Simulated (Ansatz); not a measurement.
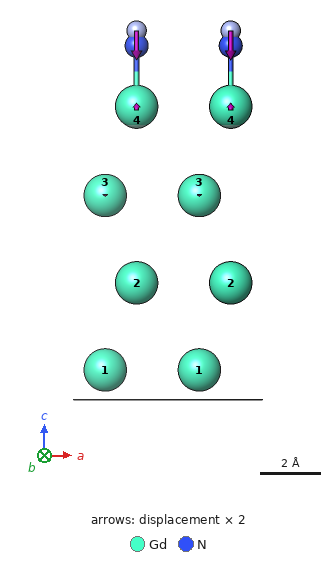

A constrained relaxation of a slab of composition Gd4N (cut from the P6_3/mmc phase). The starting structure is drawn faded, the final one solid; purple arrows show the displacements, magnified 2 times.

A ball-and-stick model of the 2 × 2 repeat of the cell, outlined in the plane, without the vacuum, seen along the b axis.

The slab is the (0 0 1) face of Gd with N on it. 2 atoms are held fixed.

Level of theory: DFT PBE+U, scalar-relativistic, plane waves, PAW (Ansatz 0.2.0).

Input
```yaml
crystal:
  lattice:
    - [3.6515676488, 0.0, 0.0]
    - [-1.8257838244, 3.1623503475, 0.0]
    - [0.0, 0.0, 27.7792696265]
  atoms:
    - { symbol: Gd, position: [0.3333333333, 0.6666666667, 0.3059835666], spin: 8.4 }
    - { symbol: Gd, position: [0.6666666667, 0.3333333333, 0.4113291444], spin: 8.23 }
    - { symbol: Gd, position: [0.3333333333, 0.6666666667, 0.5186165758], spin: 8.2 }
    - { symbol: Gd, position: [0.6666666667, 0.3333333333, 0.6199298729], spin: 8.34 }
    - { symbol: "N", position: [0.6666666667, 0.3333333333, 0.7164046915], spin: 3.0 }
basis:
  ecutwfc: 420
kpoints:
  mp_grid: { grid: [9, 9, 1] }
hamiltonian:
  xc: pbe
  hubbard: { sites: [{ species: Gd, l: f, u_eff: 6.0 }] }
scf:
  occupations: { method: gaussian, width: 0.1 }
  lower_state_search: "off"
output:
  forces: true
  eigenvalues: true
  populations: true
  write_density: true
  write_potential: true
  elf: true
  volumetric_format: npy
magnetization:
  spin_polarized: true
relax:
  adjacent_minimum: "off"
  f_tol: 0.03
  max_steps: 70
  constraints: [{ sites: [0, 1] }]
efield:
  axis: 3
  dipole_correction: true
  ramp_width: 0.04
```

Command:
```bash
ansatz run input.yaml --threads 4 --pin off --max-ram 10240MiB --backend cpu --events-out ev --progress --plain --runs-dir out
```

Q: Atoms of which element are displaced furthest, and by how much?

A: Nitrogen: up to 0.51 Å, against 0.13 Å for gadolinium.

Q: Describe the change and its energy.

A: N5 moves most: 0.51 Å along the normal (−c). Largest moves by element: N 0.51 Å, Gd 0.13 Å. The cell doesn't change. Near-neighbour distances that change, for instance: Gd4–N5 2.680 → 2.040 Å, Gd3–Gd4 3.516 → 3.660 Å. After 3 accepted moves (4 points after the start) the energy has fallen by 0.834 eV per cell of the calculation. Largest force component: 1.6 eV/Å at the start, 0.015 eV/Å at the end. 1 step only repeated the SCF at the same geometry.

Limits of the set-up: the periodic images lie only 3.7 Å apart, so the values are limited by the cell's size.
